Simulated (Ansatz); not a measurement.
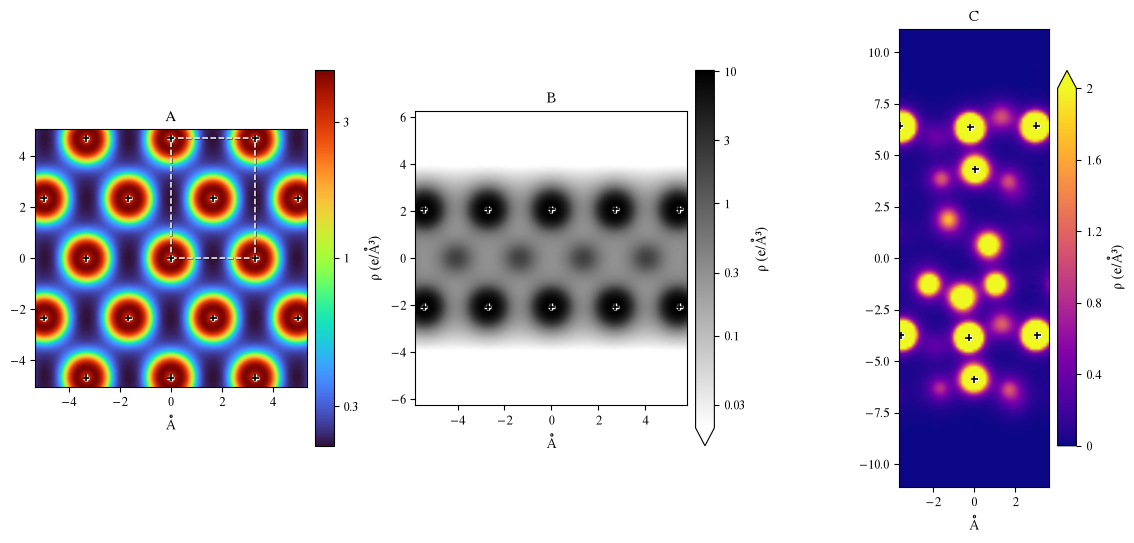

The valence pseudo-density of 3 systems, each on a plane through atoms (crosses mark nuclei in the plane).

All numbers below come from DFT PBE, scalar-relativistic, plane waves, PAW (Ansatz).

System 1: CuO (slab), the (11̄0) plane of the calculation cell, a cut from vacuum to vacuum. Computed without spin polarisation.

```yaml
crystal:
  lattice:
    - [2.94879, 0.00000, 0.00000]
    - [-0.00656, 5.93490, 0.00000]
    - [0.00000, 0.00000, 29.07681]
  atoms:
    - { symbol: O, position: [0.49472, 0.55259, 0.26206] }
    - { symbol: Cu, position: [0.99438, 0.36550, 0.27885] }
    - { symbol: Cu, position: [0.49439, 0.84785, 0.28145] }
    - { symbol: O, position: [0.49403, 0.16126, 0.29741] }
    - { symbol: O, position: [0.49370, 0.80076, 0.35168] }
    - { symbol: Cu, position: [0.99335, 0.61437, 0.37117] }
    - { symbol: Cu, position: [0.49339, 0.11307, 0.36670] }
    - { symbol: O, position: [0.49295, 0.41978, 0.38957] }
    - { symbol: O, position: [0.49281, 0.05351, 0.43423] }
    - { symbol: Cu, position: [0.99242, 0.86524, 0.45627] }
    - { symbol: Cu, position: [0.49239, 0.36285, 0.45617] }
    - { symbol: O, position: [0.49205, 0.67512, 0.47783] }
    - { symbol: O, position: [0.49175, 0.29909, 0.52217] }
    - { symbol: Cu, position: [0.99137, 0.10897, 0.54373] }
    - { symbol: Cu, position: [0.49140, 0.61136, 0.54383] }
    - { symbol: O, position: [0.49098, 0.92071, 0.56577] }
    - { symbol: O, position: [0.49084, 0.55444, 0.61043] }
    - { symbol: Cu, position: [0.99044, 0.35984, 0.62883] }
    - { symbol: Cu, position: [0.49040, 0.86115, 0.63330] }
    - { symbol: O, position: [0.49009, 0.17346, 0.64832] }
    - { symbol: O, position: [0.48975, 0.81295, 0.70259] }
    - { symbol: Cu, position: [0.98940, 0.60871, 0.72115] }
    - { symbol: Cu, position: [0.48939, 0.12637, 0.71855] }
    - { symbol: O, position: [0.48906, 0.42162, 0.73794] }
```

System 2: Ta, the (110) plane of the conventional cell. Space group Im-3m; computed without spin polarisation.

System 3: Ru (slab), the (010) plane of the calculation cell, a cut from vacuum to vacuum. Computed without spin polarisation.

```
Ru
1.0
     5.44005    0.00000    0.00000
    -2.72003    4.71122    0.00000
     0.00000    0.00000   21.29677
Ru
12
Direct
  0.16667 0.33333 0.39912
  0.16667 0.83333 0.39912
  0.66667 0.33333 0.39912
  0.66667 0.83333 0.39912
  0.33333 0.16667 0.49643
  0.33333 0.66667 0.49643
  0.83333 0.16667 0.49643
  0.83333 0.66667 0.49643
  0.16667 0.33333 0.59374
  0.16667 0.83333 0.59374
  0.66667 0.33333 0.59374
  0.66667 0.83333 0.59374
```

Which map belongs to which system?

Answer. Panel A is system 2, Ta: the plane holds Ta. Ta–Ta (2.87 Å): ρ is about 0.3 e/Å³ halfway. Panel B is system 3, Ru: the plane holds Ru. Ru–Ru (2.72 Å): the density is about 0.38 e/Å³ at the midpoint. Panel C is system 1, CuO: the plane holds O and Cu.
